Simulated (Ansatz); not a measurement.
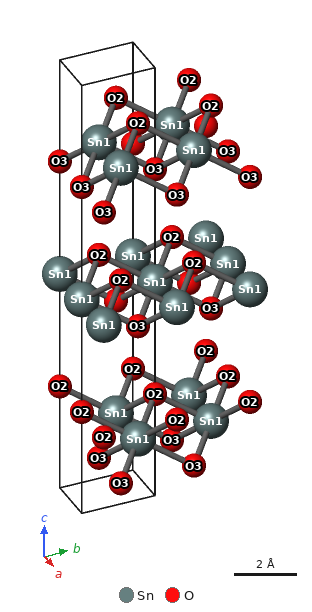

The starting point is a symmetric starting cell of SnO2. Style: ball-and-stick. Shown: the conventional cell (3 times the calculation's cell), repeated 2 × 2 × 1 with one cell outlined, slightly off an axis. Lengths and directions refer to the drawn axes.

The calculation used DFT PBE, scalar-relativistic, plane waves, PAW (Ansatz 0.2.0). (plane-wave cutoff 420 eV; k-point mesh 12 × 12 × 12; occupations gaussian; smearing width 0.02 eV; no spin polarisation)

Now this is done to it. The cell is strained by +4.1 % along c and +1.1 % across it (volume +6.4 %) and the O atoms are displaced by 0.32 Å relative to the cell: O2 0.32 Å along +c. No relaxation follows. The starting cell wasn't computed here and needn't be at equilibrium, so pressure and forces aren't due to the change alone.

What does the calculation give for the changed structure?

Answer. Some distances before and after: O–Sn 2.125 → 2.336 Å. The space group stays R-3m (No. 166). The pressure is −19.7 GPa (not all of it need come from the change, since the unchanged cell can be under pressure at this level too). The principal stresses (compression positive) are −33.5 GPa along c and −12.8 GPa across it. The largest forces, 3.8 eV/Å, act on O2 and O3; on O2 it points along −c. The forces point straight back along the displacements (cosine −1.00).

Drawn alike, the variant:

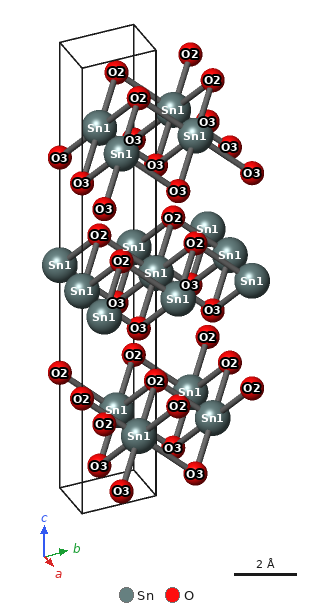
